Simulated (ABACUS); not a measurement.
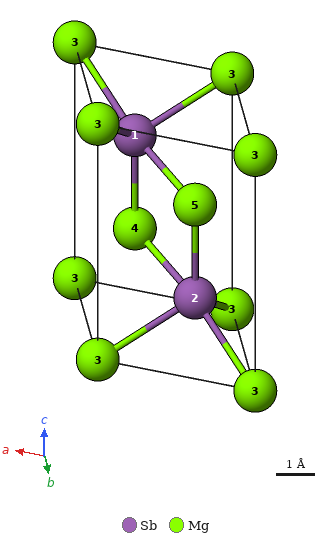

Figure 1. The structure as given in the input (ball-and-stick view of the cell of the calculation, seen at an oblique angle; atoms are numbered from 1 in the order of the input). An atom can appear more than once, as a periodic image. Near neighbours in the periodic cell (some may lie outside the picture): Sb has 7 Mg at 2.80 to 3.12 Å; Mg has 6 Sb at 3.12 Å; Mg has 4 Sb at 2.80 to 2.84 Å.

## Single-point calculation at one volume of an equation of state, with input and output: Mg3Sb2 (part 1 of 2)

The run: single-point calculation at one volume of an equation of state of Mg3Sb2 (5 atoms in the cell). Method and program: Kohn-Sham DFT of a periodic cell, PBEsol, PseudoDojo NC SR 0.4 PBEsol stringent, no spin polarisation (ABACUS 3.10.1).

The structure derives from an entry of the Crystallography Open Database. It belongs to a series of runs on one base structure; here: volume scaled by 0.98.

What the program printed
```
ABACUS v3.10.1

               Atomic-orbital Based Ab-initio Computation at UStc

 ------------------------------------------------------------------------------------

 READING GENERAL INFORMATION
                           global_out_dir = OUT.Mg3Sb2/
                           global_in_card = INPUT
                               pseudo_dir = ./
                              orbital_dir =
                                    DSIZE = 4
                                    GSIZE = 1

 READING UNITCELL INFORMATION
                                    ntype = 2
                  lattice constant (Bohr) = 1.88973
              lattice constant (Angstrom) = 1

 READING ATOM TYPE 1
                               atom label = Sb
                      L=0, number of zeta = 1
                      L=1, number of zeta = 1
                      L=2, number of zeta = 1
             number of atom for this type = 2

 READING ATOM TYPE 2
                               atom label = Mg
                      L=0, number of zeta = 1
                      L=1, number of zeta = 1
                      L=2, number of zeta = 1
             number of atom for this type = 3

                        TOTAL ATOM NUMBER = 5
DIRECT COORDINATES
    atom                   x                   y                   z     mag                  vx                  vy                  vz
taud_Sb1            0.6666666667        0.3333333333        0.7650000000  0.0000        0.0000000000        0.0000000000        0.0000000000
taud_Sb2            0.3333333333        0.6666666667        0.2350000000  0.0000        0.0000000000        0.0000000000        0.0000000000
taud_Mg1            0.0000000000        0.0000000000        0.0000000000  0.0000        0.0000000000        0.0000000000        0.0000000000
taud_Mg2            0.6666666667        0.3333333333        0.3700000000  0.0000        0.0000000000        0.0000000000        0.0000000000
taud_Mg3            0.3333333333        0.6666666667        0.6300000000  0.0000        0.0000000000        0.0000000000        0.0000000000

                          Volume (Bohr^3) = 871.048
                             Volume (A^3) = 129.076

 Lattice vectors: (Cartesian coordinate: in unit of a_0)
             +4.55125                  +0                  +0
             -2.27562             +3.9415                  +0
                   +0                  +0            +7.19538
 Reciprocal vectors: (Cartesian coordinate: in unit of 2 pi/a_0)
             +0.21972           +0.126855                  -0
                   -0           +0.253711                  -0
                   +0                  -0           +0.138978
 The esolver type has been set to : ksdft_pw

                PAO radial cut off (Bohr) = 7

 Read in pseudopotential file is Sb.upf
                     pseudopotential type = NC
          exchange-correlation functional = PBESOL
                 nonlocal core correction = 1
                        valence electrons = 23
                                     lmax = 2
                           number of zeta = 5
                     number of projectors = 6
                           L of projector = 0
                           L of projector = 0
                           L of projector = 1
                           L of projector = 1
                           L of projector = 2
                           L of projector = 2
                PAO radial cut off (Bohr) = 7

 Read in pseudopotential file is Mg.upf
                     pseudopotential type = NC
          exchange-correlation functional = PBESOL
                 nonlocal core correction = 0
                        valence electrons = 10
                                     lmax = 1
                           number of zeta = 3
                     number of projectors = 4
                           L of projector = 0
                           L of projector = 0
                           L of projector = 1
                           L of projector = 1
     initial pseudo atomic orbital number = 41

 SETUP THE ELECTRONS NUMBER
            electron number of element Sb = 23
      total electron number of element Sb = 46
            electron number of element Mg = 10
      total electron number of element Mg = 30
            AUTOSET number of electrons:  = 76
                           occupied bands = 38
                                   NBANDS = 46
                                   NLOCAL = 45

%%%%%%%%%%%%%%%%%%%%%%%%%%%%%%%%%%%%%%%%%%%%%%%%%%%%%%%%%%%%%%%%%%%%%%%%%%%%%%%%%%%%%%%%%%%%%%%%%%%%%%%%%%
 Warning: the number of valence electrons in pseudopotential > 5 for Sb: [Kr] 4d10 5s2 5p3
 Warning: the number of valence electrons in pseudopotential > 2 for Mg: [Ne] 3s2
 Pseudopotentials with additional electrons can yield (more) accurate outcomes, but may be less efficient.
 If you're confident that your chosen pseudopotential is appropriate, you can safely ignore this warning.
%%%%%%%%%%%%%%%%%%%%%%%%%%%%%%%%%%%%%%%%%%%%%%%%%%%%%%%%%%%%%%%%%%%%%%%%%%%%%%%%%%%%%%%%%%%%%%%%%%%%%%%%%%

 SETUP THE PLANE WAVE BASIS
 energy cutoff for charge/potential (unit:Ry) = 400
            fft grid for charge/potential = [ 60, 60, 90 ]
                        fft grid division = [ 1, 1, 1 ]
        big fft grid for charge/potential = [ 60, 60, 90 ]
                                     nbxx = 324000
                                     nrxx = 324000

 SETUP PLANE WAVES FOR CHARGE/POTENTIAL
                    number of plane waves = 117951
                         number of sticks = 2053

 PARALLEL PW FOR CHARGE/POTENTIAL
     PROC   COLUMNS(POT)             PW
        1           2053         117951
 --------------- sum -------------------
        1           2053         117951
                            number of |g| = 5018
                                  max |g| = 36.1792
                                  min |g| = 0

----------- Double Check Mixing Parameters Begin ------------
mixing_type: broyden
mixing_beta: 0.7
mixing_gg0: 1
mixing_gg0_min: 0.1
mixing_ndim: 8
----------- Double Check Mixing Parameters End ------------

 LATTICE VECTORS: (CARTESIAN COORDINATE: IN UNIT OF A0)
             +4.55125                  +0                  +0
             -2.27562             +3.9415                  +0
                   +0                  +0            +7.19538
                       right hand lattice = 1
                                   NORM_A = 4.55125
                                   NORM_B = 4.55125
                                   NORM_C = 7.19538
                           ALPHA (DEGREE) = 90
                           BETA  (DEGREE) = 90
                           GAMMA (DEGREE) = 120

 The lattice vectors have been changed (STRU_SIMPLE.cif)

(for optimal symmetric configuration:)
                             BRAVAIS TYPE = 4
                     BRAVAIS LATTICE NAME = 04. Hexagonal cell
                                    ibrav = 4
                                    IBRAV = 4
                                  BRAVAIS = HEXAGONAL CELL
                       LATTICE CONSTANT A = 4.55125
                                C/A RATIO = 1.58097
Original cell was already a primitive cell.
                        ROTATION MATRICES = 24
              PURE POINT GROUP OPERATIONS = 12
                   SPACE GROUP OPERATIONS = 12
                                       C2 = 3
                                       C3 = 2
                                       C4 = 0
                                       C6 = 0
                                       S1 = 3
                                       S3 = 0
                                       S4 = 0
                                       S6 = 2
                              POINT GROUP = D_3d
                                       C2 = 3
                                       C3 = 2
                                       C4 = 0
                                       C6 = 0
                                       S1 = 3
                                       S3 = 0
                                       S4 = 0
                                       S6 = 2
               POINT GROUP IN SPACE GROUP = D_3d

 SETUP K-POINTS
                                    nspin = 1
                   Input type of k points = Monkhorst-Pack(Gamma)
                                   nkstot = 108
                       right hand lattice = 1
(for reciprocal lattice: )
                             BRAVAIS TYPE = 4
                     BRAVAIS LATTICE NAME = 04. Hexagonal cell
                                    ibrav = 4
                       right hand lattice = 1
(for k-lattice: )
                             BRAVAIS TYPE = 4
                     BRAVAIS LATTICE NAME = 04. Hexagonal cell
                                    ibrav = 4
                       right hand lattice = 1
                        ROTATION MATRICES = 24
                               nkstot_ibz = 17
K-POINTS REDUCTION ACCORDING TO SYMMETRY
     IBZ    DIRECT_X    DIRECT_Y    DIRECT_Z  WEIGHT  ibz2bz
       1  0.00000000  0.00000000  0.00000000  0.0093       0
       2 -0.16666667  0.16666667  0.00000000  0.0556       1
       3 -0.33333333  0.33333333  0.00000000  0.0556       2
       4  0.50000000  0.50000000  0.00000000  0.0278       3
       5 -0.16666667  0.33333333  0.00000000  0.0556       7
       6  0.50000000  0.33333333  0.00000000  0.1111       8
       7  0.33333333  0.33333333  0.00000000  0.0185      14
       8  0.00000000  0.00000000  0.33333333  0.0185      36
       9 -0.16666667  0.16666667  0.33333333  0.0556      37
      10 -0.33333333  0.33333333  0.33333333  0.0556      38
      11  0.50000000  0.50000000  0.33333333  0.0556      39
      12  0.33333333 -0.33333333  0.33333333  0.0556      40
      13  0.16666667 -0.16666667  0.33333333  0.0556      41
      14 -0.16666667  0.33333333  0.33333333  0.1111      43
      15  0.50000000  0.33333333  0.33333333  0.1111      44
      16  0.33333333  0.50000000  0.33333333  0.1111      45
      17  0.33333333  0.33333333  0.33333333  0.0370      50

                               nkstot now = 17
[... K-POINTS DIRECT COORDINATES: 17 rows ...]

           k-point number in this process = 5
       minimum distributed K point number = 4
[... stars of the k points ...]

[... K-POINTS CARTESIAN COORDINATES: 5 rows ...]

[... K-POINTS DIRECT COORDINATES: 5 rows ...]

 SETUP PLANE WAVES FOR WAVE FUNCTIONS
     energy cutoff for wavefunc (unit:Ry) = 100
              fft grid for wave functions = [ 60, 60, 90 ]
                    number of plane waves = 18257
                         number of sticks = 583

 PARALLEL PW FOR WAVE FUNCTIONS
     PROC   COLUMNS(POT)             PW
        1            583          18257
 --------------- sum -------------------
        1            583          18257

 SETUP NONLOCAL PSEUDOPOTENTIALS IN PLANE WAVE BASIS
 Sb non-local projectors:
 projector 1 L=0
 projector 2 L=0
 projector 3 L=1
 projector 4 L=1
 projector 5 L=2
 projector 6 L=2
 Mg non-local projectors:
 projector 1 L=0
 projector 2 L=0
 projector 3 L=1
 projector 4 L=1
      TOTAL NUMBER OF NONLOCAL PROJECTORS = 60

 Init Non-Local PseudoPotential table :
 Init Non-Local-Pseudopotential done.

                                     npwx = 14797

 Make real space PAO into reciprocal space.
       max mesh points in Pseudopotential = 701
     dq(describe PAO in reciprocal space) = 0.01
                                    max q = 1204

 number of pseudo atomic orbitals for Sb is 5
WARNING: norm of atomic wavefunction # 4 of atomic type Sb is 0.999934, renormalized
WARNING: norm of atomic wavefunction # 5 of atomic type Sb is 0.997069, renormalized

 number of pseudo atomic orbitals for Mg is 3
WARNING: norm of atomic wavefunction # 3 of atomic type Mg is 0.994389, renormalized

 -------------------------------------------
 SELF-CONSISTENT
 -------------------------------------------
                                 init_chg = atomic

 PW ALGORITHM --------------- ION=   1  ELEC=   1--------------------------------

 Notice: Threshold on eigenvalues was too large.
 hsover_error=0.76 > DRHO=0.135954
 Origin diag ethr = 0.01
 New diag ethr = 0.000178887

 Density error is 0.137642654667
                          Error Threshold = 0.000178887204044
----------------------------------------------------------
     Energy           Rydberg                 eV
----------------------------------------------------------
 E_KohnSham     -1366.9704190544     -18598.5866965870
 E_Harris       -1365.7599760675     -18582.1177748620
 E_Fermi        0.6016221254         8.1854889483
----------------------------------------------------------

 PW ALGORITHM --------------- ION=   1  ELEC=   2--------------------------------

 Density error is 0.00564508831775
                          Error Threshold = 0.000181108756141
----------------------------------------------------------
     Energy           Rydberg                 eV
----------------------------------------------------------
 E_KohnSham     -1366.9871304988     -18598.8140674528
 E_Harris       -1368.3765821188     -18617.7185265802
 E_Fermi        0.6134691521         8.3466760157
----------------------------------------------------------

 PW ALGORITHM --------------- ION=   1  ELEC=   3--------------------------------

 Density error is 0.000652952519133
                          Error Threshold = 7.42774778651e-06
----------------------------------------------------------
     Energy           Rydberg                 eV
----------------------------------------------------------
 E_KohnSham     -1366.9875779409     -18598.8201552158
 E_Harris       -1366.6778149012     -18594.6056128462
 E_Fermi        0.6128180412         8.3378171969
----------------------------------------------------------

 PW ALGORITHM --------------- ION=   1  ELEC=   4--------------------------------

 Density error is 4.11884901857e-05
                          Error Threshold = 8.59148051491e-07
----------------------------------------------------------
     Energy           Rydberg                 eV
----------------------------------------------------------
 E_KohnSham     -1366.9876592047     -18598.8212608666
 E_Harris       -1367.1146290338     -18600.5487740164
 E_Fermi        0.6134216773         8.3460300876
----------------------------------------------------------

 PW ALGORITHM --------------- ION=   1  ELEC=   5--------------------------------

 Density error is 1.36369038563e-06
                          Error Threshold = 5.41953818234e-08
----------------------------------------------------------
     Energy           Rydberg                 eV
----------------------------------------------------------
 E_KohnSham     -1366.9876641990     -18598.8213288167
 E_Harris       -1366.9947639416     -18598.9179257710
 E_Fermi        0.6133817153         8.3454863772
----------------------------------------------------------

 PW ALGORITHM --------------- ION=   1  ELEC=   6--------------------------------

 Density error is 1.89938719145e-07
                          Error Threshold = 1.79432945477e-09
----------------------------------------------------------
     Energy           Rydberg                 eV
----------------------------------------------------------
 E_KohnSham     -1366.9876647732     -18598.8213366294
 E_Harris       -1366.9830033149     -18598.7579142360
 E_Fermi        0.6134036967         8.3457854491
----------------------------------------------------------

 PW ALGORITHM --------------- ION=   1  ELEC=   7--------------------------------

 Density error is 1.1408198234e-08
                          Error Threshold = 2.49919367296e-10
----------------------------------------------------------
     Energy           Rydberg                 eV
----------------------------------------------------------
 E_KohnSham     -1366.9876647951     -18598.8213369276
 E_Harris       -1366.9856030463     -18598.7932853956
 E_Fermi        0.6134219251         8.3460334596
```
